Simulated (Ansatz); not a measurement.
# Calculations on Si₂₅O₄₇

**1. Relaxation**

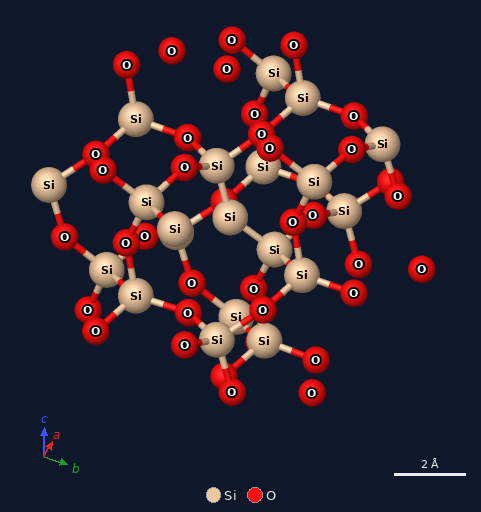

A defect cell of composition Si25O47 (cell charge +2), before the relaxation. A ball-and-stick model of the atoms within 5.8 Å of the atom that moves most (axes of the cell of the calculation, reduced to other axes (origin shifted)), seen from a free direction. Lengths and directions refer to the drawn axes.

These are results of Ansatz, DFT, PBEsol, PAW, plane waves, not measurements.

Settings: plane-wave cutoff 420 eV; k-point mesh 1 × 1 × 1; mesh shifted by (0.25, 0.25, 0.25); no spin polarisation; atoms relaxed in a fixed cell; force threshold 0.03 eV/Å; at most 80 steps.

```
Si O
1.0
     9.90164    0.00000    0.00000
    -4.95082    8.57507    0.00000
     0.00000    0.00000   10.88588
Si O
25 47
Direct
  0.23429 0.99895 0.16443
  0.23682 0.00146 0.66765
  0.23572 0.49987 0.16754
  0.23298 0.49519 0.66317
  0.73805 0.00130 0.16729
  0.73592 0.99766 0.67202
  0.73423 0.50190 0.16567
  0.73458 0.50097 0.66765
  0.99980 0.23606 0.33186
  0.00164 0.23855 0.83322
  0.00201 0.73817 0.33391
  0.00090 0.73820 0.83529
  0.49866 0.23720 0.33640
  0.49927 0.23296 0.83247
  0.50367 0.73876 0.33419
  0.50316 0.73963 0.83248
  0.26659 0.26798 0.00021
  0.26425 0.26321 0.50162
  0.26595 0.76759 0.00200
  0.26122 0.76313 0.50018
  0.76318 0.25997 0.99823
  0.76417 0.26762 0.49975
  0.76595 0.76759 0.99900
  0.76740 0.76589 0.50143
  0.42776 0.29627 0.44165
  0.20503 0.13311 0.10592
  0.19834 0.13181 0.60721
  0.20458 0.63130 0.10611
  0.21149 0.63521 0.60738
  0.70609 0.12985 0.10668
  0.70708 0.12777 0.60712
  0.70471 0.63148 0.10785
  0.70903 0.63102 0.60280
  0.37054 0.07937 0.27311
  0.36718 0.07304 0.77377
  0.36695 0.57249 0.27379
  0.36780 0.57190 0.77079
  0.86757 0.07469 0.27519
  0.86587 0.07350 0.77615
  0.86822 0.57426 0.27401
  0.86851 0.57566 0.77521
  0.42213 0.28765 0.93975
  0.42512 0.79278 0.43698
  0.42629 0.79411 0.93711
  0.92702 0.29162 0.44260
  0.92414 0.29388 0.94085
  0.92409 0.79312 0.43930
  0.92828 0.79401 0.93991
  0.13063 0.20262 0.39212
  0.13338 0.20788 0.89487
  0.13106 0.70844 0.39464
  0.13121 0.70358 0.89579
  0.63486 0.20408 0.39068
  0.63244 0.20874 0.89249
  0.63599 0.70640 0.39393
  0.63409 0.70650 0.89447
  0.07430 0.36744 0.22519
  0.07079 0.36492 0.72471
  0.07374 0.86514 0.22397
  0.07333 0.87078 0.72496
  0.57256 0.36737 0.22634
  0.57068 0.36322 0.72480
  0.57190 0.86452 0.22435
  0.57369 0.86402 0.72731
  0.29232 0.42618 0.06171
  0.29534 0.42810 0.55747
  0.29047 0.92701 0.05772
  0.29337 0.92796 0.56059
  0.79416 0.42502 0.05678
  0.79406 0.42699 0.56195
  0.79413 0.92939 0.05998
  0.79080 0.92505 0.56072
```

Question: Predict the outcome.

Answer: After 18 geometry steps the energy has fallen by 19.218 eV per cell of the calculation. The largest force component goes from 30 to 0.03 eV/Å. The largest move is that of Si25, 1.22 Å along [−2 −1 0]. By element the largest moves are Si 1.22 Å, O 0.99 Å. The lattice vectors keep their values. Some distances before and after: Si25–O55 3.555 → 1.804 Å, Si25–O33 3.548 → 1.821 Å, Si24–Si25 4.209 → 2.671 Å, Si13–Si25 1.600 → 2.367 Å. New bonds form, among them: Si25–O33 (3.55 → 1.82 Å), Si25–O55 (3.56 → 1.80 Å). Among the angles between lasting bonds that change: Si13–Si25–Si18 142.4° → 105.3°, Si2–O27–Si18 139.1° → 175.9°, O33–Si24–O55 107.7° → 84.1°. The run took 20 s on 1 × NVIDIA GB300 Max-Q with 8 threads of Arm Neoverse-V2, peak memory 1.9 GiB.

The end point in the same view:

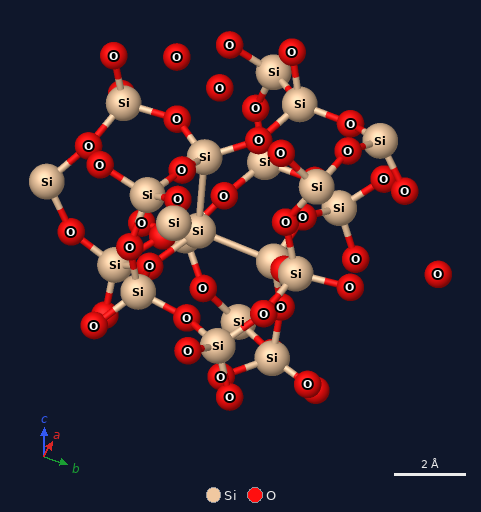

Limits of the set-up: the cell is charged, on a uniform background, and energies carry no finite-size correction.

**2. Relaxation**

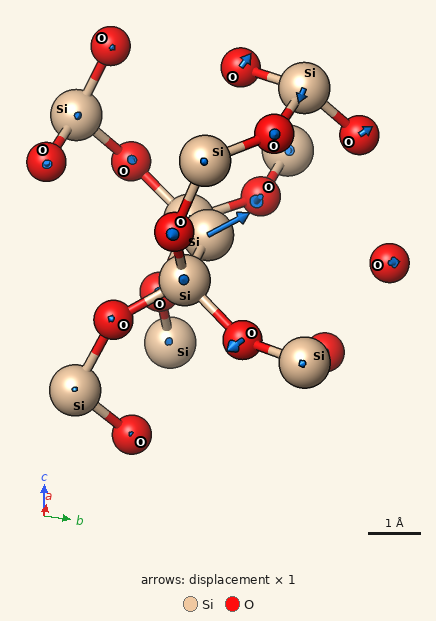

This is a relaxation of a defect cell of composition Si25O47 (cell charge −2). The starting structure is drawn; blue arrows show the displacements, at their true length.

A ball-and-stick model of the atoms within 4.2 Å of the atom that moves most (axes of the cell of the calculation (origin shifted)), seen from a free direction.

All numbers below come from DFT, PBEsol, PAW, plane waves in Ansatz. Set-up: plane-wave cutoff 420 eV; k-point mesh 1 × 1 × 1; mesh shifted by (0.25, 0.25, 0.25); no spin polarisation; atoms relaxed in a fixed cell; force threshold 0.03 eV/Å; at most 80 steps.

Which element moves most?

Answer. Silicon: up to 0.98 Å, against 0.59 Å for oxygen.

Describe the change and its energy.

Answer. A Si atom moves most: 0.98 Å along [3 3 1]. Largest moves by element: Si 0.98 Å, O 0.59 Å. The cell stays as it was. Among the contacts that change: Si–Si 3.638 → 2.490 Å, Si–Si 1.600 → 2.206 Å, Si–Si 1.620 → 2.196 Å, O–Si 1.596 → 1.691 Å. New bonds form, among them: Si–Si (3.64 → 2.49 Å). Among the angles between lasting bonds that change: Si–Si–Si 142.4° → 98.8°, Si–Si–O 112.8° → 129.3°, Si–O–Si 144.4° → 131.8°. Over 15 geometry steps the energy falls by 15.489 eV per cell of the calculation. Largest force component: 20 eV/Å at the start, 0.03 eV/Å at the end. Cost: 17 s on 1 × NVIDIA GB300 Max-Q with 8 threads of Arm Neoverse-V2, peak memory 1.9 GiB.

Limits of the set-up: the cell is charged, on a uniform background, and energies carry no finite-size correction.

**3. Defect**

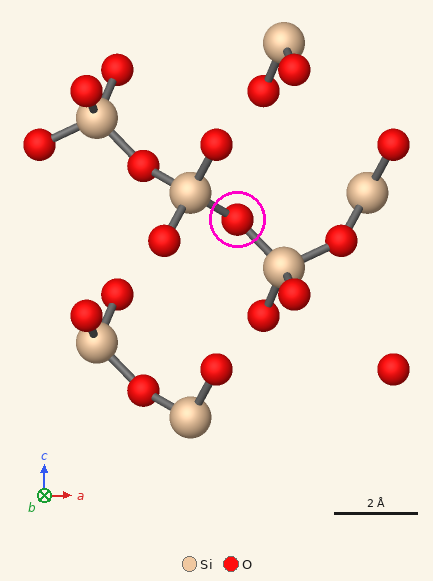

Perfect SiO2. Style: ball-and-stick. Shown: the atoms within 5.4 Å of one point, in a slice 4.2 Å thick across the line of sight, along the b axis.

Method: DFT, PBEsol, PAW, plane waves (Ansatz 0.2.0). Settings: plane-wave cutoff 420 eV; k-point mesh 1 × 1 × 1; mesh shifted by (0.25, 0.25, 0.25); collinear spin. Fermi-Dirac smearing of 0.01 eV. A uniform background neutralises the charged cell. The axes drawn are those of the host's conventional cell.

An oxygen atom is replaced by silicon at the ringed place, in charge state +3. The supercell has 72 sites, and the atoms are relaxed at the host's cell.

Question: Predict the relaxed surroundings of the defect.

Answer: In the host the O atom has 2 Si at 1.62 Å; the Si atom ends with 2 O at 1.84 Å. Of the host's atoms, a silicon atom moves furthest from its site, by 1.43 Å. The Si atom itself moves 1.48 Å from where it was put. The cell's net moment is 1.00 μB.

The relaxed defect, seen from the same direction:

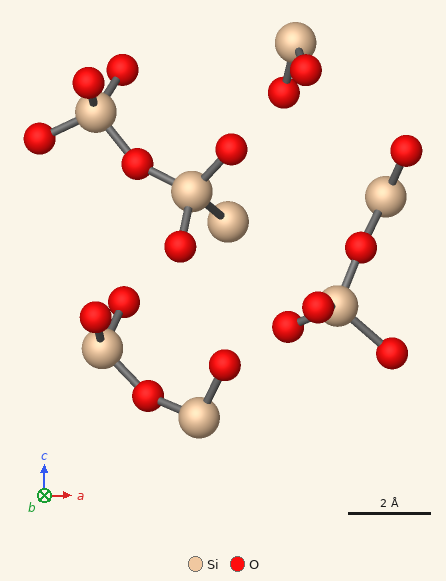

Limits of the set-up: the cell is charged, on a uniform background, and energies carry no finite-size correction.

**4. Defect**

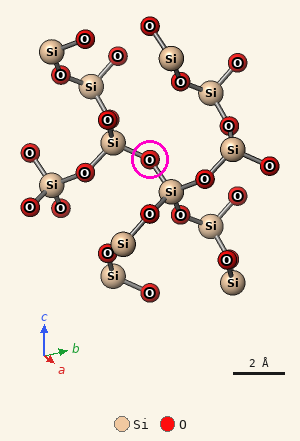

Perfect SiO₂. Style: ball-and-stick. Shown: the atoms within 6.0 Å of one point, in a slice 4.2 Å thick across the line of sight, slightly off an axis.

These are results of DFT, PBEsol, PAW, plane waves in Ansatz 0.2.0, not measurements. Set-up: plane-wave cutoff 420 eV; k-point mesh 1 × 1 × 1; mesh shifted by (0.25, 0.25, 0.25); collinear spin. Fermi-Dirac smearing of 0.01 eV. A uniform background neutralises the charged cell. The axes drawn are those of the host's conventional cell.

An oxygen atom is replaced by silicon at the ringed place, in charge state −1. The supercell has 72 sites, and the atoms are relaxed at the host's cell.

**Predict the relaxed surroundings of the defect.**

In the host the O atom has 2 Si at 1.62 Å; the Si atom ends with 2 Si at 2.22 to 2.24 Å. Of the host's atoms, an oxygen atom moves furthest from its site, by 0.68 Å. The Si atom itself moves 0.94 Å from where it was put. The cell's net moment is 1.00 μB.

The relaxed defect, seen from the same direction:

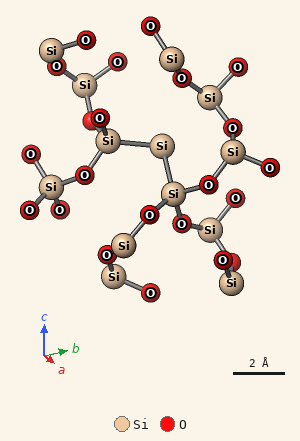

Limits of the set-up: the cell is charged, on a uniform background, and energies carry no finite-size correction.
